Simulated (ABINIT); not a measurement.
## Run report: CuI, positron calculation (part 2 of 2)

The same run, continued: CuI (P-3m1, 4 atoms in the cell); Kohn-Sham DFT of a periodic cell, LDA, JTH PAW LDA v2.0, no spin polarisation (ABINIT 10.8.3); cutoff 598.65 eV, 6×6×3 k-mesh, fermi-dirac of 0.05 eV. The structure derives from a Materials Project entry.

Geometry of the input (Å; fractional positions):
```
4.1286  0.0000  0.0000
-2.0643  3.5755  0.0000
0.0000  0.0000  7.4781
I  0.6667  0.3333  0.2453
I  0.3333  0.6667  0.7547
Cu 0.3333  0.6667  0.4100
Cu 0.6667  0.3333  0.5900
```

Output, continued:
```
 cartesian coordinates (angstrom) at end:
    1      2.06430896750000     1.19182933806667     1.83401859331440
    2      0.00000000000000     2.38365867613333     5.64408744798560
    3      0.00000000000000     2.38365867613333     3.06637913565632
    4      2.06430896750000     1.19182933806667     4.41172690564368

 cartesian forces (hartree/bohr) at end:
    1      0.00000000000000     0.00000000000000     0.00714510252218
    2     -0.00000000000000     0.00000000000000    -0.00714510252218
    3     -0.00000000000000    -0.00000000000000     0.00074446475105
    4      0.00000000000000     0.00000000000000    -0.00074446475105
 frms,max,avg= 2.9327665E-03 7.1451025E-03   0.000E+00  0.000E+00  0.000E+00 h/b

 cartesian forces (eV/Angstrom) at end:
    1      0.00000000000000     0.00000000000000     0.36741594427021
    2     -0.00000000000000     0.00000000000000    -0.36741594427021
    3     -0.00000000000000    -0.00000000000000     0.03828191668833
    4      0.00000000000000     0.00000000000000    -0.03828191668833
 frms,max,avg= 1.5080892E-01 3.6741594E-01   0.000E+00  0.000E+00  0.000E+00 e/A
 length scales=  1.889726125908  1.889726125908  1.889726125908 bohr
              =  1.000000000000  1.000000000000  1.000000000000 angstroms
 Fermi (or HOMO) energy (hartree) =  -0.04033   Average Vxc (hartree)=  -0.33700
 Eigenvalues (hartree) for nkpt=  17  k points:
 kpt#   1, nband= 32, wtk=  0.00926, kpt=  0.0000  0.0000  0.0000 (reduced coord)
  -4.13548   -4.13538   -2.58848   -2.58822   -2.58586   -2.58586   -2.58537   -2.58537
  -0.57584   -0.55796   -0.27675   -0.20743   -0.19135   -0.19135   -0.18066   -0.18066
  -0.14607   -0.14607   -0.13117   -0.12190   -0.12190   -0.08287   -0.08210   -0.08210
  -0.06864   -0.06864   -0.01522    0.03639    0.10452    0.14223    0.14223    0.16448
      occupation numbers for kpt#   1
   2.00000    2.00000    2.00000    2.00000    2.00000    2.00000    2.00000    2.00000
   2.00000    2.00000    2.00000    2.00000    2.00000    2.00000    2.00000    2.00000
   2.00000    2.00000    2.00000    2.00000    2.00000    2.00000    2.00000    2.00000
   2.00000    2.00000    0.00000    0.00000    0.00000    0.00000    0.00000    0.00000
 prteigrs : prtvol=0 or 1, do not print more k-points.

--- !EnergyTerms
iteration_state     : {dtset: 1, }
comment             : Components of total free energy in Hartree
kinetic             :  2.92277757515677E+01
hartree             :  1.99505031734706E+02
xc                  : -1.39500450767087E+01
Ewald energy        : -1.33726703334237E+02
psp_core            :  1.65189069476334E+01
local_psp           : -4.50987053620445E+02
PAW spherical_terms : -6.63690127023800E+01
internal            : -4.19781100299864E+02
'-kT*entropy'       : -1.27774796666585E-09
total_energy        : -4.19781100301142E+02
total_energy_eV     : -1.14228256590573E+04
...

--- !EnergyTermsDC
iteration_state     : {dtset: 1, }
comment             : '"Double-counting" decomposition of free energy'
band_energy         : -5.48013388229162E+01
Ewald energy        : -1.33726703334237E+02
psp_core            :  1.65189069476334E+01
xc_dc               : -1.98802314044414E+02
PAW spherical_terms : -4.89696530999941E+01
internal            : -4.19781102353928E+02
'-kT*entropy'       : -1.27774796666585E-09
total_energy_dc     : -4.19781102355206E+02
total_energy_dc_eV  : -1.14228257149512E+04
...

--- !EnergyTermsWithPAWCore
iteration_state     : {dtset: 1, }
comment             : 'Components of total free energy, including PAW core contributions'
Total energy        : -1.75262573566847E+04
Total energy DC     : -1.75262573587387E+04
Total energy (eV)   : -4.76913758379212E+05
Total energy DC (eV): -4.76913758435106E+05
...

 Cartesian components of stress tensor (hartree/bohr^3)
  sigma(1 1)=  1.22784199E-04  sigma(3 2)=  0.00000000E+00
  sigma(2 2)=  1.22784199E-04  sigma(3 1)=  0.00000000E+00
  sigma(3 3)=  1.19427291E-04  sigma(2 1)=  0.00000000E+00

-Cartesian components of stress tensor (GPa)         [Pressure= -3.5795E+00 GPa]
- sigma(1 1)=  3.61243585E+00  sigma(3 2)=  0.00000000E+00
- sigma(2 2)=  3.61243586E+00  sigma(3 1)=  0.00000000E+00
- sigma(3 3)=  3.51367221E+00  sigma(2 1)=  0.00000000E+00

================================================================================
== DATASET  2 ==================================================================

--- !DatasetInfo
iteration_state: {dtset: 2, }
dimensions: {natom: 4, nkpt: 1, mband: 1, nsppol: 1, nspinor: 1, nspden: 1, mpw: 1830, }
cutoff_energies: {ecut:  22.0, pawecutdg:  44.0, }
electrons: {nelect:   1.00000000E+00, charge:   0.00000000E+00, occopt:   2.00000000E+00, tsmear:   1.00000000E-02, }
meta: {optdriver: 0, ionmov: 0, optcell: 0, iscf: 17, paral_kgb: 0, }
...

 mkfilename : getden/=0, take file _DEN from output of DATASET   1.

 Exchange-correlation functional for the present dataset will be:
  LDA: Perdew-Wang 92 LSD fit to Ceperley-Alder data - ixc=7
  J.P.Perdew and Y.Wang, PRB 45, 13244 (1992)

 Real(R)+Recip(G) space primitive vectors, cartesian coordinates (Bohr,Bohr^-1):
 R(1)=  7.8019572  0.0000000  0.0000000  G(1)=  0.1281730  0.0740007  0.0000000
 R(2)= -3.9009786  6.7566931  0.0000000  G(2)=  0.0000000  0.1480014  0.0000000
 R(3)=  0.0000000  0.0000000 14.1315724  G(3)=  0.0000000  0.0000000  0.0707635
 Unit cell volume ucvol=  7.4495192E+02 bohr^3
 Angles (23,13,12)=  9.00000000E+01  9.00000000E+01  1.20000000E+02 degrees

 Coarse grid specifications (used for wave-functions):

 getcut: wavevector=  0.0000  0.0000  0.0000  ngfft=  36  36  60
         ecut(hartree)=     22.000   => boxcut(ratio)=   2.01087

 Fine grid specifications (used for densities):

 getcut: wavevector=  0.0000  0.0000  0.0000  ngfft=  48  48  90
         ecut(hartree)=     44.000   => boxcut(ratio)=   2.06037

--- Pseudopotential description ------------------------------------------------
- pspini: atom type   1  psp file is ./I.LDA_PW-JTH.xml
 Pseudopotential format is: paw10
 basis_size (lnmax)=  4 (lmn_size=  8), orbitals=   0   0   1   1
 Spheres core radius: rc_sph= 2.30022271
 Shapefunction is SIN type: shapef(r)=[sin(pi*r/rshp)/(pi*r/rshp)]**2
 Radius for shape functions =  2.10879093
 Compensation charge density is not taken into account in XC energy/potential

- pspini: atom type   2  psp file is ./Cu.LDA_PW-JTH.xml
 Pseudopotential format is: paw10
 basis_size (lnmax)=  6 (lmn_size= 18), orbitals=   0   0   1   1   2   2
 Spheres core radius: rc_sph= 2.00090475
 Shapefunction is SIN type: shapef(r)=[sin(pi*r/rshp)/(pi*r/rshp)]**2
 Radius for shape functions =  1.80603571
 Compensation charge density is not taken into account in XC energy/potential

--------------------------------------------------------------------------------

================================================================================

--- !BeginCycle
iteration_state: {dtset: 2, }
solver: {iscf: 17, nstep: 80, nline: 10, wfoptalg: 10, }
tolerances: {toldfe: 1.00E-07, }
...

     iter   Etot(hartree)      deltaE(h)  residm     nres2
 ETOT  1  -419.96370516840    -4.200E+02 2.791E+00 5.715E-01
 ETOT  2  -420.00844026915    -4.474E-02 5.539E-03 2.239E-01
 ETOT  3  -420.00882354619    -3.833E-04 3.059E-04 1.169E-01
 ETOT  4  -420.00884317755    -1.963E-05 2.484E-05 5.134E-02
 ETOT  5  -420.00884777351    -4.596E-06 2.596E-06 2.291E-02
 ETOT  6  -420.00884803541    -2.619E-07 2.835E-07 1.215E-03
 ETOT  7  -420.00884794559     8.982E-08 3.076E-08 4.432E-05
 ETOT  8  -420.00884806053    -1.149E-07 3.510E-09 3.662E-07
 ETOT  9  -420.00884806000     5.341E-10 3.780E-10 5.495E-08
 ETOT 10  -420.00884805863     1.370E-09 4.037E-11 1.856E-09

 At SCF step   10, etot is converged :
  for the second time, diff in etot=  1.370E-09 < toldfe=  1.000E-07

--- !ResultsGS
iteration_state: {dtset: 2, }
comment   : Summary of ground state results
lattice_vectors:
- [  7.8019572,   0.0000000,   0.0000000, ]
- [ -3.9009786,   6.7566931,   0.0000000, ]
- [  0.0000000,   0.0000000,  14.1315724, ]
lattice_lengths: [   7.80196,    7.80196,   14.13157, ]
lattice_angles: [ 90.000,  90.000, 120.000, ] # degrees, (23, 13, 12)
lattice_volume:   7.4495192E+02
convergence: {deltae:  1.370E-09, res2:  1.856E-09, residm:  4.037E-11, diffor:  0.000E+00, }
etotal    :  -4.20008848E+02
entropy   :   0.00000000E+00
fermie    :  -2.27745775E-01
cartesian_stress_tensor: null
pressure_GPa: null
xred      :
- [  6.6667E-01,   3.3333E-01,   2.4525E-01,  I]
- [  3.3333E-01,   6.6667E-01,   7.5475E-01,  I]
- [  3.3333E-01,   6.6667E-01,   4.1005E-01, Cu]
- [  6.6667E-01,   3.3333E-01,   5.8995E-01, Cu]
cartesian_forces: null
force_length_stats: {min: null, max: null, mean: null, }
...

 Integrated electronic density in atomic spheres:
 ------------------------------------------------
 Atom  Sphere_radius  Integrated_density
    1        2.30022          0.01093668
    2        2.30022          0.01093668
    3        2.00090          0.00488530
    4        2.00090          0.00488530

--------------------------------------------------------------------------------
 Results for electron-positron annihilation:

 # Zero-positron density limit of Arponen and Pajanne fitted by Sterne & Kaiser
   + GGA corrections
   Ref.: P.A. Sterne and J.H. Kaiser, Phys. Rev. B 43, 13892 (1991)
         B. Barbiellini, M.J. Puska, T. Torsti and R.M. Nieminen, Phys. Rev. B 51, 7341 (1995)
 # Enhancement factor of Sterne & Kaiser
   Ref.: P.A. Sterne and J.H. Kaiser, Phys. Rev. B 43, 13892 (1991)

 Positron lifetime                         (ps)   =  3.08954471E+02
 Positron lifetime with IPM for core elec. (ps)   =  3.11061306E+02
 Annihilation rate                         (ns-1) =  3.23672286E+00
 Annihilation rate with IPM for core elec. (ns-1) =  3.21480036E+00

 Annihilation rate core/valence decomposition:
   Core    contribution to ann.rate          (ns-1) =  1.02135660E-01
   Valence contribution to ann.rate          (ns-1) =  3.13458720E+00
   Core    contribution to ann.rate with IPM (ns-1) =  6.95339508E-02
   Valence contribution to ann.rate with IPM (ns-1) =  3.14526641E+00

 Annihilation rate PAW decomposition:
   Plane-wave contribution to ann.rate          (ns-1) =  3.22529000E+00
   Plane-wave valence contribution to ann.rate  (ns-1) =  3.14295108E+00
   On-site core contribution to ann.rate        (ns-1) =  1.97967388E-02
   On-site valence contribution to ann.rate     (ns-1) = -8.36387434E-03
   Plane-wave contribution to ann.rate with IPM (ns-1) =  3.19332359E+00
   Plane-wave core contrb. to ann.rate with IPM (ns-1) =  3.53190581E-02

      (*) IPM=Independent particle Model

================================================================================

 ----iterations are completed or convergence reached----

 Mean square residual over all n,k,spin=   40.370E-12; max=  40.370E-12
 reduced coordinates (array xred) for    4 atoms
       0.666666666667      0.333333333333      0.245251750000
       0.333333333333      0.666666666667      0.754748250000
       0.333333333333      0.666666666667      0.410047560000
       0.666666666667      0.333333333333      0.589952440000
 rms dE/dt=  0.0000E+00; max dE/dt=  0.0000E+00; dE/dt below (all hartree)
    1       0.000000000000      0.000000000000      0.000000000000
    2       0.000000000000      0.000000000000      0.000000000000
    3       0.000000000000      0.000000000000      0.000000000000
    4       0.000000000000      0.000000000000      0.000000000000

 cartesian coordinates (angstrom) at end:
    1      2.06430896750000     1.19182933806667     1.83401859331440
    2      0.00000000000000     2.38365867613333     5.64408744798560
    3      0.00000000000000     2.38365867613333     3.06637913565632
    4      2.06430896750000     1.19182933806667     4.41172690564368
 length scales=  1.889726125908  1.889726125908  1.889726125908 bohr
              =  1.000000000000  1.000000000000  1.000000000000 angstroms
 Fermi (or HOMO) energy (hartree) =  -0.22775   Average Vxc (hartree)=  -0.28013
 Eigenvalues (hartree) for nkpt=   1  k points:
 kpt#   1, nband=  1, wtk=  1.00000, kpt=  0.0000  0.0000  0.0000 (reduced coord)
  -0.22775

--- !EnergyTerms
iteration_state     : {dtset: 2, }
comment             : Components of total free energy in Hartree
kinetic             :  6.98609412885092E-02
local_psp           : -3.06889075586100E+00
PAW spherical_terms :  1.01597491188110E-03
positronic          : -2.99801383966058E+00
electronic          : -4.19781102355206E+02
electron_positron_interaction:  2.77023741183381E+00
total_energy        : -4.20008878783033E+02
total_energy_eV     : -1.14290238273065E+04
...

--- !EnergyTermsDC
iteration_state     : {dtset: 2, }
comment             : '"Double-counting" decomposition of free energy'
band_energy         : -2.27745775103061E-01
PAW spherical_terms :  0.00000000000000E+00
electron_positron_dc: -2.77023734015325E+00
positronic          : -2.99798311525631E+00
electronic          : -4.19781102355206E+02
electron_positron_interaction:  2.77023741183381E+00
total_energy_dc     : -4.20008848058628E+02
total_energy_dc_eV  : -1.14290229912529E+04
...

== END DATASET(S) ==============================================================
================================================================================

 -outvars: echo values of variables after computation  --------
            acell      1.8897261259E+00  1.8897261259E+00  1.8897261259E+00 Bohr
           etotal1    -4.1978110236E+02
           etotal2    -4.2000884806E+02
            fcart1     3.4512432746E-29  6.1769863244E-28  7.1451025222E-03
                      -1.0353729824E-28  5.3799558309E-28 -7.1451025222E-03
                      -1.6220843391E-27 -1.5342836999E-27  7.4446475105E-04
                       1.6911092046E-27  3.7858948440E-28 -7.4446475105E-04
            fcart2     9.9999999999E+99  9.9999999999E+99  9.9999999999E+99
                       9.9999999999E+99  9.9999999999E+99  9.9999999999E+99
                       9.9999999999E+99  9.9999999999E+99  9.9999999999E+99
                       9.9999999999E+99  9.9999999999E+99  9.9999999999E+99
            rprim      4.1286179350E+00  0.0000000000E+00  0.0000000000E+00
                      -2.0643089675E+00  3.5754880142E+00  0.0000000000E+00
                       0.0000000000E+00  0.0000000000E+00  7.4781060413E+00
           strten1     1.2278419894E-04  1.2278419932E-04  1.1942729087E-04
                       0.0000000000E+00  0.0000000000E+00  0.0000000000E+00
           strten2     9.9999999999E+99  9.9999999999E+99  9.9999999999E+99
                       9.9999999999E+99  9.9999999999E+99  9.9999999999E+99
           xangst      2.0643089675E+00  1.1918293381E+00  1.8340185933E+00
                       7.4455593277E-17  2.3836586761E+00  5.6440874480E+00
                       7.4455593277E-17  2.3836586761E+00  3.0663791357E+00
                       2.0643089675E+00  1.1918293381E+00  4.4117269056E+00
             xred      6.6666666667E-01  3.3333333333E-01  2.4525175000E-01
                       3.3333333333E-01  6.6666666667E-01  7.5474825000E-01
                       3.3333333333E-01  6.6666666667E-01  4.1004756000E-01
                       6.6666666667E-01  3.3333333333E-01  5.8995244000E-01
 Calculation completed.
```

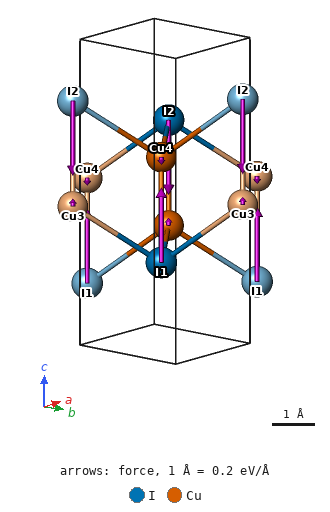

Forces on the atoms as pink arrows (ball-and-stick view of the cell of the calculation, seen at an oblique angle; neighbours outside the cell are drawn fainter; atoms are numbered from 1 in the order of the input). The largest act on I1, I2 (0.37 eV/Å). The geometry is not a stationary point of this energy.
